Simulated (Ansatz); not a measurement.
Consider this structure.

```
CELL_PARAMETERS angstrom
2.97545 0.00000 0.00000
-1.48773 2.57682 0.00000
0.00000 0.00000 13.82571
ATOMIC_POSITIONS crystal
Sn 0.66667 0.33333 0.33333
O 0.33333 0.66667 0.40384
O 0.00000 0.00000 0.26283
Sn 0.33333 0.66667 0.66667
O 0.00000 0.00000 0.73717
O 0.66667 0.33333 0.59616
Sn 0.00000 0.00000 0.00000
O 0.66667 0.33333 0.07050
O 0.33333 0.66667 0.92950
```

Before looking at a picture, describe the arrangement of atoms.

Answer. Composition: SnO2. It belongs to space group R-3m (No. 166) and has a rhombohedral (trigonal R) lattice. The arrangement is known as cadmium chloride (CdCl₂) type. Counting shared atoms by their share gives 3 Sn, 6 O, or 9 atoms. Each Sn has six O in a distorted octahedral arrangement at 1.98 Å. Each O atom is coordinated by three Sn in a trigonal pyramidal arrangement at 1.98 Å. Not all metal-metal contacts are counted. The bonds build SnO2 layers parallel to (001).

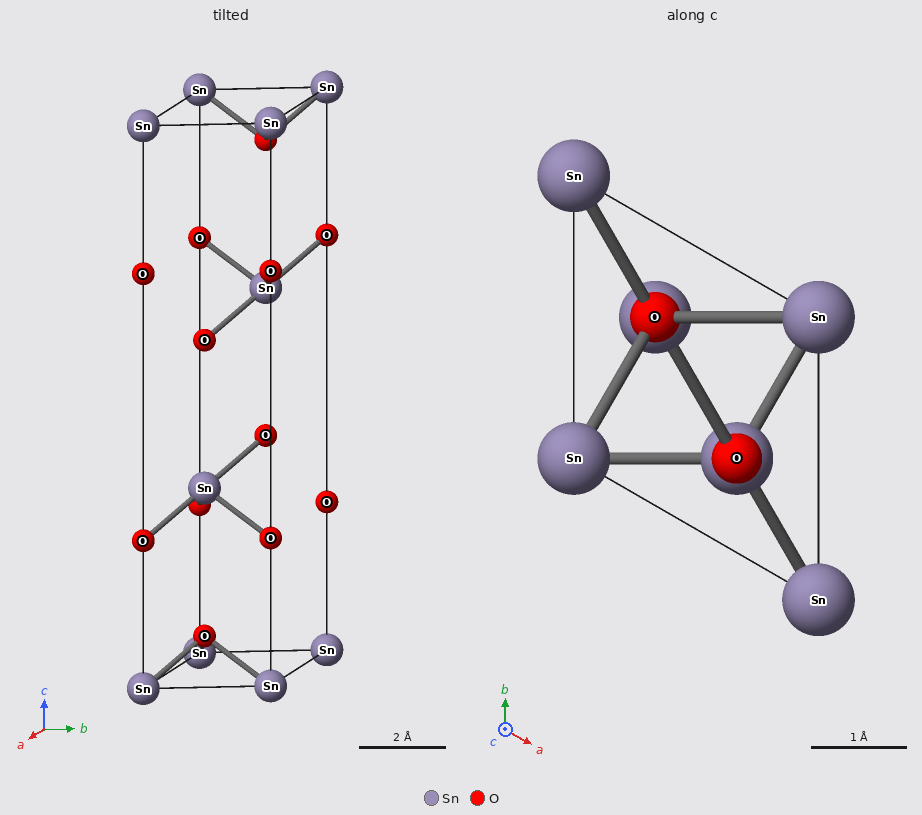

Crystal structure, ball-and-stick style, seen slightly off an axis and along the c axis. Thin lines show the conventional unit cell, with boundary atoms drawn in all their periodic places. Colours: tin purple, oxygen red.

The structure comes from a structure listed in the Materials Project. The cell was then strained or its atoms displaced on purpose. It went into a calculation with Ansatz.

At this level of theory the cell isn't at rest (compressed, at 48 GPa and forces up to 3.0 eV/Å), so its distances can differ from those at equilibrium, the more so the softer the solid.
